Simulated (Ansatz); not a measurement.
## Single-point calculation of Si$_{8}$N (part 2 of 2)

Continued. System: Si$_{8}$N (slab, 18 atoms in the cell). Method: DFT PBE, scalar-relativistic, plane waves, PAW, PAW set soft_1, no spin polarisation (Ansatz 0.2.0); cutoff 420 eV, 4×4×1 k-mesh, Gaussian smearing of 0.05 eV. The structure derives from a Materials Project entry.

Geometry of the input (Å; fractional positions):
```
7.7022  0.0000  0.0000
0.0000  6.3647  0.0000
0.0000  0.0000  22.2525
Si 0.0000  0.9371  0.1798
Si 0.5000  0.9371  0.1798
Si 0.0000  0.5629  0.1798
Si 0.5000  0.5629  0.1798
Si 0.2500  0.4371  0.2297
Si 0.7500  0.4371  0.2297
Si 0.2500  0.0629  0.2297
Si 0.7500  0.0629  0.2297
Si 0.2500  0.9333  0.3303
Si 0.7500  0.9333  0.3303
Si 0.2500  0.5667  0.3303
Si 0.7500  0.5667  0.3303
Si 0.0000  0.4260  0.3709
Si 0.5000  0.4260  0.3709
Si 0.0000  0.0740  0.3709
Si 0.5000  0.0740  0.3709
N  0.0000  0.3263  0.4643
N  0.0000  0.5257  0.4643
```

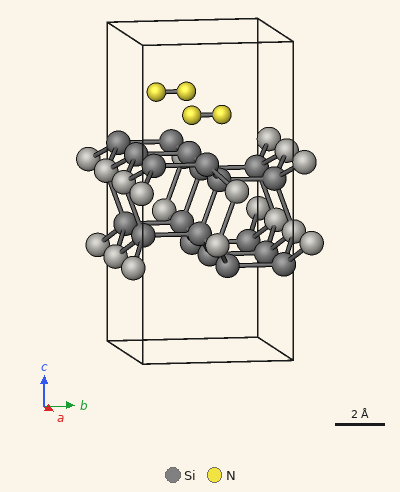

**Figure 1.** The input geometry (ball-and-stick view of the cell of the calculation, with the vacuum cut short, seen slightly off an axis; neighbours outside the cell are drawn fainter). An atom can appear more than once, as a periodic image.

## The program's output, continued
```
SCF iter   1: F=—  HF=-10933.430663 eV  |F-HF|=—  |Δ(HF+E_count)|=         —  Δρ=2.75e-2  dr2=9.88e0  ethr=3.10e-3  p=0.000 e·Å  D=3.06e-8 V/Å  ΔV_dip=-0.00 eV  dr2_dipole=3.44e-2  V_vac-E_F(+/−)=6.06/6.06 eV  ⟨swp⟩=9.2  Hψ=3089  notcnv=0  defer=13
efield: sawtooth ramp at fractional position 0.8020 (placed from the atoms, in the widest stretch of the axis that holds none; the zero of the levels goes with the place), width 0.0400; the density the first Hamiltonian is built on has a dipole p = 0.000 e·Å; the dipole correction subtracts the counter field D = 3.06e-8 V/Å, which shifts the + side's vacuum level by -0.00 eV against the − side's; the planar-averaged density in the ramp window peaks in size at 1.4e-7 e/Å³
preconditioner: auto → LDOS  [insulator: Δε(μ)=0.057 eV  Ē_g=7.564 eV  σ=0.050 eV  W_gap=0.58  n_scr=102 (ndim 8)  ℏωp=9.5 eV  f_vac=0.576  D(μ)=5.04/eV (n_scr^D=12)  ε∞_Penn≈2.6  β→1.0]
SCF iter   2: F=—  HF=-10931.591247 eV  |F-HF|=—  |Δ(HF+E_count)|=    1.84e0  Δρ=1.05e-2  dr2=5.07e0  ethr=3.10e-3  p=0.065 e·Å  D=1.08e-2 V/Å  ΔV_dip=-0.24 eV  dr2_dipole=6.90e-1  V_vac-E_F(+/−)=4.31/4.55 eV  ⟨swp⟩=4.7  Hψ=1262  notcnv=0  defer=111
SCF iter   3: F=—  HF=-10930.939368 eV  |F-HF|=—  |Δ(HF+E_count)|=   6.52e-1  Δρ=2.57e-3  dr2=2.68e-1  ethr=3.10e-3  p=0.032 e·Å  D=5.27e-3 V/Å  ΔV_dip=-0.12 eV  dr2_dipole=5.04e-3  V_vac-E_F(+/−)=4.78/4.90 eV  ⟨swp⟩=3.6  Hψ=1009  notcnv=0  defer=102
SCF iter   4: F=—  HF=-10930.913019 eV  |F-HF|=—  |Δ(HF+E_count)|=   2.63e-2  Δρ=8.29e-4  dr2=1.99e-2  ethr=3.62e-4  p=0.047 e·Å  D=7.83e-3 V/Å  ΔV_dip=-0.17 eV  dr2_dipole=1.59e-4  V_vac-E_F(+/−)=4.60/4.78 eV  ⟨swp⟩=3.2  Hψ=902  notcnv=0  defer=95
SCF iter   5: F=—  HF=-10930.911803 eV  |F-HF|=—  |Δ(HF+E_count)|=   1.22e-3  Δρ=2.58e-4  dr2=1.35e-3  ethr=2.69e-5  p=0.049 e·Å  D=8.14e-3 V/Å  ΔV_dip=-0.18 eV  dr2_dipole=5.38e-5  V_vac-E_F(+/−)=4.57/4.75 eV  ⟨swp⟩=2.0  Hψ=705  notcnv=0  defer=95
SCF iter   6: F=—  HF=-10930.913170 eV  |F-HF|=—  |Δ(HF+E_count)|=   1.37e-3  Δρ=1.10e-4  dr2=3.54e-4  ethr=1.83e-6  p=0.051 e·Å  D=8.41e-3 V/Å  ΔV_dip=-0.19 eV  dr2_dipole=2.04e-5  V_vac-E_F(+/−)=4.55/4.73 eV  ⟨swp⟩=2.0  Hψ=675  notcnv=0  defer=95
SCF iter   7: F=—  HF=-10930.913293 eV  |F-HF|=—  |Δ(HF+E_count)|=   1.23e-4  Δρ=3.82e-5  dr2=3.45e-5  ethr=4.78e-7  p=0.051 e·Å  D=8.44e-3 V/Å  ΔV_dip=-0.19 eV  dr2_dipole=4.76e-6  V_vac-E_F(+/−)=4.54/4.73 eV  ⟨swp⟩=2.2  Hψ=631  notcnv=0  defer=95
SCF iter   8: F=—  HF=-10930.913408 eV  |F-HF|=—  |Δ(HF+E_count)|=   1.16e-4  Δρ=1.29e-5  dr2=4.45e-6  ethr=4.67e-8  p=0.051 e·Å  D=8.41e-3 V/Å  ΔV_dip=-0.19 eV  dr2_dipole=9.86e-7  V_vac-E_F(+/−)=4.54/4.73 eV  ⟨swp⟩=2.1  Hψ=772  notcnv=0  defer=95
SCF iter   9: F=—  HF=-10930.913412 eV  |F-HF|=—  |Δ(HF+E_count)|=   4.11e-6  Δρ=4.65e-6  dr2=4.09e-7  ethr=6.01e-9  p=0.050 e·Å  D=8.36e-3 V/Å  ΔV_dip=-0.19 eV  dr2_dipole=1.77e-12  V_vac-E_F(+/−)=4.54/4.73 eV  ⟨swp⟩=2.1  Hψ=619  notcnv=0  defer=95
SCF iter  10: F=—  HF=-10930.913413 eV  |F-HF|=—  |Δ(HF+E_count)|=   9.91e-7  Δρ=1.90e-6  dr2=1.07e-7  ethr=1.35e-10  p=0.050 e·Å  D=8.35e-3 V/Å  ΔV_dip=-0.19 eV  dr2_dipole=5.23e-9  V_vac-E_F(+/−)=4.54/4.73 eV  ⟨swp⟩=27.7  Hψ=5758  notcnv=0
SCF iter  11: F=-10930.913414 eV  HF=-10930.913414 eV  |F-HF|=1.35e-7  |Δ(HF+E_count)|=   3.08e-7  Δρ=6.44e-7  dr2=1.11e-8  ethr=1.35e-10  p=0.050 e·Å  D=8.34e-3 V/Å  ΔV_dip=-0.19 eV  dr2_dipole=3.14e-10  V_vac-E_F(+/−)=4.54/4.73 eV  ⟨swp⟩=11.2  Hψ=3344  notcnv=0
SCF 1 converged in 11 iterations: F = -10930.913414 eV  dr2 = 1.11e-8
  greatest PAW one-centre occupation: 0.844 electrons in one spin orbital (limit 2), on the N atom at site 16 (counted from 0), in its partial waves of l = 0
WARN: The output density's exchange-correlation potential varies sharply where the density is thin. Do not read a vacuum level from v_tot or v_xc, or from such a field of the output density. On a cell that repeats whose density bears no net charge and no dipole along the vacuum's axis use v_es (v_loc + v_h of the components); under efield.dipole_correction with no amplitude use v_es + v_field, which holds any external_charges[].barrier, or the levels of the report's work_function block, which leave it out; under a non-zero efield.amplitude the vacuum is tilted and has no level; on a cell that repeats and bears such a dipole with no correction it is tilted too, and efield.dipole_correction with no amplitude gives each side of its ramp a level where efield: is served; in a cell that repeats whose density bears a net charge (total_charge, or a fill off its count) it is curved and has none; of a slab under crystal.periodic whose density bears no net charge use v_es, which has a level on each side, short of where the two are joined; of another it falls or rises all the way out and has none; of a slab beside external_charges read slab_vacuum_level instead, which it has where they leave it neutral. The grid or the basis barely resolves most such structure, and the values can differ between equally converged runs; as a rule a tighter scf.convergence.dr2_threshold does not remove it. Where the density itself ripples (under the LDA too) a higher basis.ecutwfc lessens it. The files hold the spikes' plane waves up to the density's cutoff. Files: v_tot_of_output_density and the like, and their columns of v_z.tsv (output.write_potential); v_xc_of_output_density and the like, and their columns of v_comp_z.tsv (output.write_potential_components). Measured: with its Gaussian average of σ = 0.25 Å subtracted twice, the exchange-correlation potential is over 0.1 eV at 233 of the grid points where the equally averaged density (valence and model cores) is under 1e-3 e/Å³, and 0.239 eV at the most among them, at an averaged density of 9.7e-4 e/Å³. The input density's (outcome.potential() and, of a run that writes arrays, v_tot and v_xc) is over 0.1 eV, so measured, at 247 points of its own thin density, 0.240 eV at the most. See output.write_potential in the manual, Limitations
SCF converged after 11 iterations
Free energy (F): -10930.913414 eV
Harris-Foulkes:  -10930.913414 eV  (|F-HF|=1.35e-7)
Internal energy: -10930.907278 eV  (E = F + TS)
E sigma→0 (E₀):  -10930.910346 eV
Entropy (-TS):   -0.006136 eV (-0.341 meV/atom)
Fermi energy:    -1.190608 eV
Dipole field:    D = 0.008331 V/Å  (p = 0.050226 e·Å, saw-weighted, corrected)
Work function:   Φ+ = 4.5399 eV   Φ− = 4.7253 eV
Levels:          The Fermi level and band energies are counted from a zero that moves with the ramp; work functions are not
--- Per-component energies (eV) ---
  E_band       = -508.383725
  E_kinetic    = 877.475371
  E_local      = -17755.799934  (includes V_loc(G=0)·N_el)
  E_nonlocal   = 436.316039
  E_hartree    = 8444.526188
  E_xc         = -1007.672689
  E_vxc        = -894.354767  (∫ρ·V_xc dr)
  E_paw        = -8436.527186  (= ΣΔE_a)
  E_vpaw       = -61.335603  (= ΣTr[D̂ρ^β])
  E_aug_tail   = 0.002225  (compensation charges beyond the density's cutoff)
  E_efield     = 0.000209  (sawtooth field / dipole correction)
  E_vefield    = 0.263400  (∫n·V_field dr)
  E_ewald      = 6510.772500
  E_smearing   = -0.006136  (= −TS)
  E_closure    = 0.000000  (closes the sum)
  Σ components = -10930.913414   (vs F -10930.913414, Δ=0.00e0)
--- Forces (eV/Å), atoms counted from 1 ---
  atom   1  Si     0.00000000    -0.78851360     0.56130761
  atom   2  Si     0.00000000    -0.59133125     0.57095590
  atom   3  Si     0.00000000     0.83483935     0.63022584
  atom   4  Si     0.00000000     0.58056841     0.49385431
  atom   5  Si     0.00171003     0.00874878    -0.46035154
  atom   6  Si    -0.00171003     0.00874878    -0.46035154
  atom   7  Si    -0.00023425    -0.02755853    -0.60768915
  atom   8  Si     0.00023425    -0.02755853    -0.60768915
  atom   9  Si    -0.05557939     0.17747673    -0.02666976
  atom  10  Si     0.05557939     0.17747673    -0.02666976
  atom  11  Si     0.22000391     0.10103282    -0.19501869
  atom  12  Si    -0.22000391     0.10103282    -0.19501869
  atom  13  Si     0.00000000     0.85743449    -0.11912642
  atom  14  Si     0.00000000    -0.10890890     0.09512901
  atom  15  Si     0.00000000    -0.85005056    -0.06448357
  atom  16  Si     0.00000000     0.08970890     0.04574190
  atom  17  N      0.00000000     6.45943155     1.50818708
  atom  18  N      0.00000000    -7.00256213    -1.14233797
  max |Σ_I F_I| component: 1.58e-5 eV/Å
--- Band table (eV; the first three rows and the last of 9) ---
  k-point 0: bands = ["-23.2286", "-13.0207", "-12.0400", "-11.6288", "-11.2558", "-10.8861", "-10.5233", "-9.6568", "-9.3061", "-9.3046", "-8.9910", "-8.9140", "-8.1093", "-8.0382", "-7.7425", "-7.4499", "-7.0585", "-6.9285", "-6.7043", "-5.7094", "-5.5458", "-5.2459", "-4.9999", "-4.6623", "-4.6050", "-4.0881", "-3.9540", "-3.6086", "-2.9847", "-2.9638", "-2.6732", "-2.5043", "-2.4939", "-2.1051", "-1.7272", "-1.4593", "-1.3399", "-1.1737", "-0.7794", "-0.7467", "-0.6789", "-0.1246", "0.3649", "0.4862", "0.9276", "1.0298", "1.3082", "1.5638", "1.5831", "1.6599", "1.8005", "2.0539", "2.1160", "2.4072", "2.5736"]
  k-point 1: bands = ["-23.2285", "-12.8397", "-12.0516", "-11.5203", "-11.2298", "-11.0763", "-10.6639", "-9.9652", "-9.7817", "-9.5344", "-8.7960", "-8.7106", "-8.0211", "-7.7362", "-7.5528", "-7.2727", "-7.1989", "-7.1917", "-6.9461", "-5.6538", "-5.0019", "-4.9890", "-4.6041", "-4.4759", "-4.0300", "-3.9273", "-3.5513", "-3.3739", "-3.3464", "-3.1373", "-2.8691", "-2.8060", "-2.4148", "-2.1358", "-1.9194", "-1.7923", "-1.5179", "-1.1636", "-0.9896", "-0.8052", "-0.5046", "-0.1675", "0.0590", "0.3442", "0.6492", "0.6744", "1.1057", "1.1470", "1.5038", "1.7294", "1.9072", "1.9679", "2.0993", "2.1713", "2.4331"]
  k-point 2: bands = ["-23.2284", "-12.4577", "-12.1954", "-11.8357", "-11.0811", "-10.7324", "-10.6657", "-10.4526", "-10.4106", "-9.4280", "-8.8136", "-8.3638", "-8.0830", "-7.9375", "-7.8626", "-7.5610", "-7.1356", "-6.7087", "-6.3796", "-5.3992", "-5.3269", "-4.1137", "-4.0579", "-3.9763", "-3.7841", "-3.6766", "-3.5879", "-3.5384", "-3.5203", "-3.3934", "-3.3026", "-2.4421", "-2.4129", "-2.3521", "-2.2495", "-2.0005", "-1.6671", "-1.1543", "-0.8656", "-0.8571", "-0.6243", "-0.2246", "-0.0018", "0.3063", "0.4782", "0.5351", "0.7003", "0.8036", "0.9913", "1.0737", "1.3469", "1.7927", "1.8120", "1.8251", "1.9087"]
  k-point 8: bands = ["-23.2284", "-12.2853", "-11.8829", "-11.6280", "-11.5701", "-11.4474", "-10.7103", "-10.3734", "-10.2158", "-10.2146", "-8.8210", "-7.8363", "-7.4391", "-7.3904", "-7.2856", "-7.0239", "-6.8411", "-6.1168", "-6.1026", "-5.9944", "-5.9125", "-4.7523", "-4.6180", "-4.5513", "-4.4363", "-4.0387", "-4.0282", "-3.9727", "-3.8262", "-3.4613", "-3.3099", "-3.1823", "-3.1654", "-1.9583", "-1.7713", "-1.7101", "-1.4545", "-1.0702", "-1.0375", "-0.8003", "-0.7479", "-0.5832", "0.2970", "1.0105", "1.0168", "1.0928", "1.1014", "2.0018", "2.0318", "2.0561", "2.2474", "2.6629", "2.6991", "3.0176", "3.0411"]
```

## Results in brief

```json
{"quantity": "outcome", "value": "converged"}
{"quantity": "electrons treated", "value": "74"}
{"quantity": "free energy", "value": "−10930.9134 eV"}
{"quantity": "work function, top face", "value": "4.54 eV"}
{"quantity": "work function, bottom face", "value": "4.73 eV"}
{"quantity": "Fermi energy", "value": "−1.191 eV"}
{"quantity": "gap on the k-point mesh", "value": "none (metallic)"}
{"quantity": "work function (upper face)", "value": "4.54 eV"}
{"quantity": "largest force (length of the vector)", "value": "7.095 eV/Å"}
{"quantity": "hardware", "value": "1 thread of Arm Neoverse V2, 24 GiB of memory available, shared host"}
{"quantity": "wall time", "value": "68 s"}
{"quantity": "peak memory", "value": "1.1 GiB"}
```

## Remarks

The program warns: the exchange-correlation potential is rough where the density is thin.
